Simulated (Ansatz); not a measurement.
## Run report: AlNi$_{3}$, geometry relaxation (part 2 of 2)

AlNi$_{3}$ (Pm-3m, 4 atoms in the cell); DFT PBEsol, scalar-relativistic, plane waves, PAW, spin-polarised (Ansatz 0.2.0); cutoff 420 eV, 12×12×12 k-mesh, Gaussian smearing of 0.1 eV, collinear spins. The structure derives from a Materials Project entry.

Geometry of the input (Å; fractional positions):
```
3.5231  0.0000  0.0000
0.0000  3.5231  0.0000
0.0000  0.0000  3.5231
Al 0.0000  0.0000  0.0000
Ni 0.0000  0.5000  0.5000
Ni 0.5000  0.0000  0.5000
Ni 0.5000  0.5000  0.0000
```

## Log, continued
```
SCF iter   1: F=—  HF=-17941.253182 eV  |F-HF|=—  |Δ(HF+E_count)|=         —  Δρ=3.91e-6 (↑2.12e-6 ↓3.91e-6)  dr2=2.73e-9  dr2_m=7.18e-10  M=0.688 μB ∫|m|=0.851 μB  β_m=0.65  ethr=7.91e-9  ⟨swp⟩=3.9  Hψ=37953  notcnv=0
preconditioner: auto → none  [metal: Δε(μ)=0.002 eV  Ē_g=7.650 eV  σ=0.100 eV  W_gap=0.01  n_scr=6 (ndim 8)  ℏωp=32.3 eV  f_vac=0.001  D(μ)=3.35/eV (n_scr^D=32)]
SCF iter   2: F=—  HF=-17941.253182 eV  |F-HF|=—  |Δ(HF+E_count)|=   1.18e-8  Δρ=3.96e-6 (↑3.96e-6 ↓3.69e-6)  dr2=1.69e-8  dr2_m=1.22e-11  M=0.688 μB ∫|m|=0.851 μB  β_m=0.30  ethr=4.78e-12  ⟨swp⟩=2.4  Hψ=10990  notcnv=0
SCF iter   3: F=—  HF=-17941.253182 eV  |F-HF|=—  |Δ(HF+E_count)|=   3.98e-9  Δρ=1.29e-6 (↑1.26e-6 ↓1.29e-6)  dr2=5.17e-10  dr2_m=1.44e-10  M=0.688 μB ∫|m|=0.851 μB  β_m=0.59  ethr=4.78e-12  ⟨swp⟩=2.0  Hψ=10291  notcnv=0
SCF iter   4: F=—  HF=-17941.253182 eV  |F-HF|=—  |Δ(HF+E_count)|=   5.85e-9  Δρ=6.89e-7 (↑1.78e-7 ↓6.89e-7)  dr2=1.57e-10  dr2_m=5.53e-11  M=0.688 μB ∫|m|=0.851 μB  β_m=0.80  ethr=1.00e-12  ⟨swp⟩=2.2  Hψ=9118  notcnv=0
SCF iter   5: F=—  HF=-17941.253182 eV  |F-HF|=—  |Δ(HF+E_count)|=   1.07e-9  Δρ=1.07e-6 (↑4.79e-7 ↓1.07e-6)  dr2=6.52e-10  dr2_m=3.77e-11  M=0.688 μB ∫|m|=0.851 μB  β_m=0.90  ethr=1.00e-12  ⟨swp⟩=1.0  Hψ=5880  notcnv=0  recentre
SCF iter   6: F=—  HF=-17941.253182 eV  |F-HF|=—  |Δ(HF+E_count)|=  5.02e-10  Δρ=1.72e-7 (↑1.72e-7 ↓1.64e-7)  dr2=2.09e-11  dr2_m=8.71e-12  M=0.688 μB ∫|m|=0.851 μB  β_m=0.78  ethr=1.00e-12  ⟨swp⟩=2.7  Hψ=10509  notcnv=0
SCF iter   7: F=—  HF=-17941.253182 eV  |F-HF|=—  |Δ(HF+E_count)|=  6.18e-11  Δρ=8.82e-8 (↑8.82e-8 ↓6.05e-8)  dr2=5.61e-12  dr2_m=1.08e-13  M=0.688 μB ∫|m|=0.851 μB  β_m=0.89  ethr=1.00e-12  ⟨swp⟩=2.2  Hψ=7968  notcnv=0
SCF iter   8: F=-17941.253182 eV  HF=-17941.253182 eV  |F-HF|=7.28e-12  |Δ(HF+E_count)|=  7.28e-12  Δρ=4.25e-8 (↑1.13e-8 ↓4.25e-8)  dr2=9.63e-13  dr2_m=1.24e-13  M=0.688 μB ∫|m|=0.851 μB  ethr=1.00e-12  ⟨swp⟩=2.5  Hψ=17624  notcnv=0
SCF 4 converged in 8 iterations: F = -17941.253182 eV  dr2 = 9.63e-13
relax step   4: F+E_penalty+E_count = -17941.25318178 eV  Δ(F+E_penalty+E_count) = +5.429e-5 eV  max|allowed force component| = 1.565e-28 eV/Å  Δτ_max = 0.0000 Å  P = +0.003 GPa  Ω = 43.580 Å³  stress off target by 3.43e-3 GPa  SCF on the basis re-selected at this cell (its energy is not comparable with the rows above)  (8 SCF iters)
```

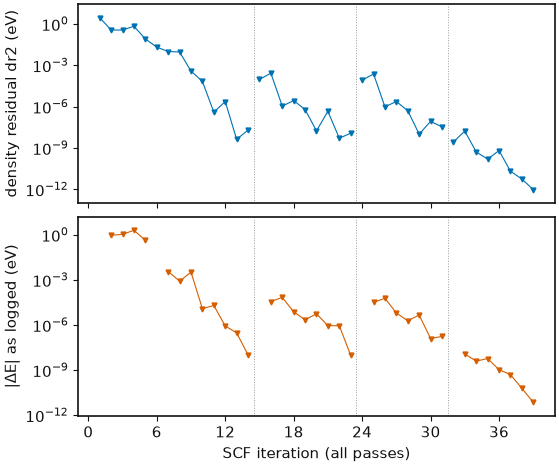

**Figure 1.** Convergence of the self-consistent field: density residual dr2 and size of the energy change against the SCF iteration. The dotted lines part the SCF passes of the relaxation: geometry steps, rejected trials and re-solves on a re-selected basis. The passes take 14, 9, 8 and 8 iterations.

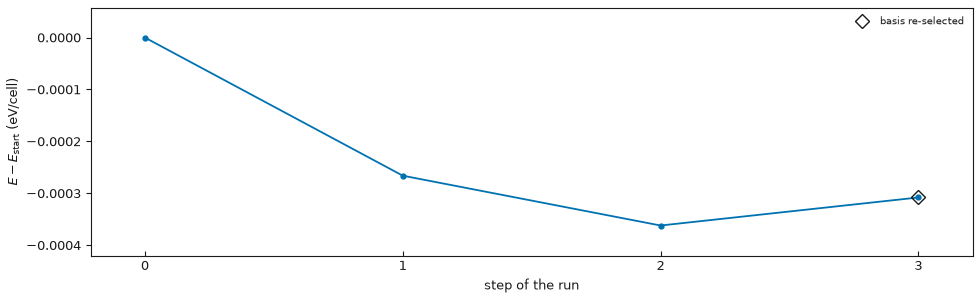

**Figure 2.** Progress of the relaxation, step by step (the first geometry is step 0 here and step 1 in the log). The energy falls by 0.4 meV per cell of the calculation in 2 geometry steps. All forces vanish by symmetry, so only the cell relaxes. The pressure goes from −0.68 to 0.00 GPa. No atom moves by more than 0.005 Å relative to the cell. Cell: a = b = c 3.523 → 3.519 Å (−0.1 %). Volume −0.3 %. The space group stays Pm-3m (No. 221). A last SCF at the same geometry on a re-selected plane-wave basis shifts the energy by +0.1 meV per cell of the calculation.

```
basis re-selected at this cell: Δ(F+E_penalty+E_count) = +5.429e-5 eV, ΔP = +0.001 GPa vs the last step (what re-selecting the basis moved, of the pressure what is left beyond the Pulay correction that the steps carried, after the strain that the cell walked since its last selection, with what the two solves' SCF thresholds leave and, on support functions, any second-order correction that the steps lacked; it is no measure of the basis error at this ecutwfc). This SCF's stress stands 3.43e-3 GPa from its target on what of the cell is left free (relax.cell.stress_tol is 5.00e-2 GPa) and its largest allowed force component is 1.56e-28 eV/Å (relax.f_tol is 5.00e-3 eV/Å): within both
SCF converged after 8 iterations
Magnetization: 0.6882 μB (28.8441 up, 28.1559 down)
Absolute magnetization: 0.8514 μB (∫|ρ↑−ρ↓|, with the PAW one-centre terms)
Spin contamination: 0.0079 ħ² per cell (⟨S²⟩ above its minimum at these occupations)
Per-site moments (μB) at R_I (Å): [(-0.015246554860292827, 1.0264543028090891), (0.25355759067481975, 1.0264543028090891), (0.2535575906748188, 1.0264543028090891), (0.25355759067481953, 1.0264543028090891)]
Free energy (F): -17941.253182 eV
Harris-Foulkes:  -17941.253182 eV  (|F-HF|=7.28e-12)
Internal energy: -17941.236421 eV  (E = F + TS)
E sigma→0 (E₀):  -17941.244801 eV
Entropy (-TS):   -0.016761 eV (-4.190 meV/atom)
Fermi energy:    16.376884 eV
--- Per-component energies (eV) ---
  E_band       = -902.034582
  E_kinetic    = 880.221473
  E_local      = -11850.041641  (includes V_loc(G=0)·N_el)
  E_nonlocal   = 1919.592079
  E_hartree    = 5043.324956
  E_xc         = -296.379173
  E_vxc        = -361.779862  (∫ρ·V_xc dr)
  E_paw        = -5240.942375  (= ΣΔE_a)
  E_vpaw       = -1576.678264  (= ΣTr[D̂ρ^β])
  E_aug_tail   = 0.001585  (compensation charges beyond the density's cutoff)
  E_ewald      = -8397.624332
  E_core_change = 0.611006  (= ΣΔE_core)
  E_smearing   = -0.016761  (= −TS)
  E_closure    = -0.000000  (closes the sum)
  Σ components = -17941.253182   (vs F -17941.253182, Δ=0.00e0)
--- Forces (eV/Å), atoms counted from 1 ---
  atom   1  Al    -0.00000000    -0.00000000     0.00000000
  atom   2  Ni     0.00000000     0.00000000    -0.00000000
  atom   3  Ni     0.00000000    -0.00000000    -0.00000000
  atom   4  Ni    -0.00000000    -0.00000000    -0.00000000
  max |Σ_I F_I| component: 1.82e-28 eV/Å
--- Stress (GPa, compression-positive) ---
        0.003426      -0.000000       0.000000
       -0.000000       0.003426      -0.000000
        0.000000      -0.000000       0.003426
  P = ⅓ Tr σ = 0.0034 GPa (0.034 kbar)
--- Band table (eV; the first three rows and the last of 168) ---
  k-point 0 ↑: bands = ["-86.4900", "-86.4557", "-86.4557", "-47.0894", "-47.0894", "-47.0894", "-47.0082", "-47.0082", "-47.0082", "-46.9340", "-46.9340", "-46.9340", "6.1185", "11.8279", "12.5293", "12.5293", "12.9043", "12.9043", "12.9043", "14.9464", "14.9464", "14.9464", "15.8209", "15.8209", "16.1361", "16.3317", "16.3317", "16.3317", "17.1930", "17.1930", "17.1930", "23.0837", "23.0837", "23.9829", "28.8186"]
  k-point 1 ↑: bands = ["-86.4895", "-86.4562", "-86.4557", "-47.0880", "-47.0880", "-47.0871", "-47.0086", "-47.0086", "-47.0083", "-46.9367", "-46.9351", "-46.9351", "6.2057", "11.8562", "12.4781", "12.5855", "12.9195", "12.9195", "12.9252", "14.8957", "14.8957", "14.9233", "15.7681", "15.8221", "16.1022", "16.1022", "16.1030", "16.3318", "16.8421", "17.5350", "17.5350", "23.0749", "23.3689", "24.2664", "28.4068"]
  k-point 2 ↑: bands = ["-86.4880", "-86.4577", "-86.4556", "-47.0837", "-47.0837", "-47.0802", "-47.0098", "-47.0098", "-47.0086", "-46.9443", "-46.9381", "-46.9381", "6.4654", "11.8853", "12.3393", "12.7479", "12.9635", "12.9635", "12.9850", "14.7564", "14.7564", "14.8576", "15.5785", "15.7655", "15.7655", "15.8215", "16.0083", "16.1559", "16.3320", "18.2032", "18.2032", "23.0489", "23.6382", "25.3726", "27.1914"]
  k-point 83 ↓: bands = ["-86.1498", "-86.1498", "-86.1498", "-46.8001", "-46.8001", "-46.8001", "-46.7699", "-46.6690", "-46.6690", "-46.6690", "-46.5757", "-46.5757", "10.6016", "12.4003", "12.4003", "12.4003", "14.1945", "14.1945", "14.1945", "14.4821", "14.4821", "14.4821", "15.1994", "15.1994", "15.1994", "15.4699", "15.4699", "16.0247", "16.4947", "16.4947", "16.4947", "20.1198", "20.7119", "20.7119", "20.7119"]
--- Relaxed structure (3 steps of the walk, 3 accepted, 1 SCFs on fresh bases) ---
  F+E_penalty+E_count = -17941.25318178 eV   max|allowed force component| = 1.565e-28 eV/Å   (the final SCF, on the basis selected at the relaxed cell)
  cell:  # Å, volume = 43.5805 Å³
    - [3.519092354397173, 2.3948738240752737e-35, 4.012354050806741e-36]
    - [-4.0248926572155124e-35, 3.519092354397173, 0.0]
    - [-2.8086478355647186e-35, 0.0, 3.519092354397173]
  atoms:
    - { symbol: Al, position: [-5.649937118865861e-37, 8.007784896069076e-38, 6.673154077804676e-38] }
    - { symbol: Ni, position: [2.7137493249631106e-37, 0.5000000000000001, 0.5000000000000001] }
    - { symbol: Ni, position: [0.5000000000000001, 8.897538760289931e-39, 0.5000000000000001] }
    - { symbol: Ni, position: [0.5000000000000001, 0.5000000000000001, -4.00389244759431e-38] }
--- Löwdin populations: 4 sites ---
  site symbol       q [e]    m [muB]
     0     Al      3.5408    -0.0397
     1     Ni     17.6272     0.2509
     2     Ni     17.6272     0.2509
     3     Ni     17.6272     0.2509
  spilling = 0.010132 (of n_electrons = 57.000000)
```

## Trajectory as extended XYZ (Å, eV, eV/Å), 4 frames, from step=1 to step=4
```
4
Lattice="3.5231 0.0000 0.0000 0.0000 3.5231 0.0000 0.0000 0.0000 3.5231" Properties=species:S:1:pos:R:3:forces:R:3 step=1 energy=-17941.25287 pressure_GPa=-0.68
Al    0.0000    0.0000    0.0000    0.0000   0.0000   0.0000
Ni    0.0000    1.7615    1.7615    0.0000   0.0000   0.0000
Ni    1.7615    0.0000    1.7615    0.0000   0.0000   0.0000
Ni    1.7615    1.7615    0.0000    0.0000   0.0000   0.0000
4
Lattice="3.5210 0.0000 0.0000 0.0000 3.5210 0.0000 0.0000 0.0000 3.5210" Properties=species:S:1:pos:R:3:forces:R:3 step=2 energy=-17941.25314 pressure_GPa=-0.33
Al    0.0000    0.0000    0.0000    0.0000   0.0000   0.0000
Ni    0.0000    1.7605    1.7605    0.0000   0.0000   0.0000
Ni    1.7605    0.0000    1.7605    0.0000   0.0000   0.0000
Ni    1.7605    1.7605    0.0000    0.0000   0.0000   0.0000
4
Lattice="3.5191 0.0000 0.0000 0.0000 3.5191 0.0000 0.0000 0.0000 3.5191" Properties=species:S:1:pos:R:3:forces:R:3 step=3 energy=-17941.25324 pressure_GPa=0.00
Al    0.0000    0.0000    0.0000    0.0000   0.0000   0.0000
Ni    0.0000    1.7595    1.7595    0.0000   0.0000   0.0000
Ni    1.7595    0.0000    1.7595    0.0000   0.0000   0.0000
Ni    1.7595    1.7595    0.0000    0.0000   0.0000   0.0000
4
Lattice="3.5191 0.0000 0.0000 0.0000 3.5191 0.0000 0.0000 0.0000 3.5191" Properties=species:S:1:pos:R:3:forces:R:3 step=4 energy=-17941.25318 pressure_GPa=0.00
Al    0.0000    0.0000    0.0000    0.0000   0.0000   0.0000
Ni    0.0000    1.7595    1.7595    0.0000   0.0000   0.0000
Ni    1.7595    0.0000    1.7595    0.0000   0.0000   0.0000
Ni    1.7595    1.7595    0.0000    0.0000   0.0000   0.0000
```

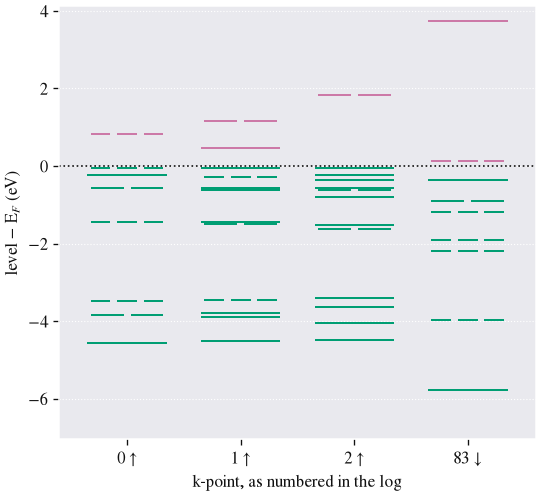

**Figure 3.** Kohn–Sham levels near the Fermi level (dotted) at the few k-points that the log prints; levels within 0.02 eV of each other stand side by side. The system is metallic on the full mesh.

## Results in brief

- outcome: converged
- space group (tolerance 0.01 Å): Pm-3m (221)
- electrons treated: 57
- free energy: −17941.2532 eV
- Fermi energy: 16.377 eV
- gap on the k-point mesh: none (metallic)
- net moment of the cell: 0.69 μB
- integrated absolute moment: 0.85 μB
- pressure: 0.00 GPa
- final volume: 43.58 Å³
- largest force (length of the vector) at the end: under 0.001 eV/Å
- final cell: a = 3.519 Å, b = 3.519 Å, c = 3.519 Å, α = 90.00°, β = 90.00°, γ = 90.00°
- wall time: 75 s
- peak memory: 0.47 GiB
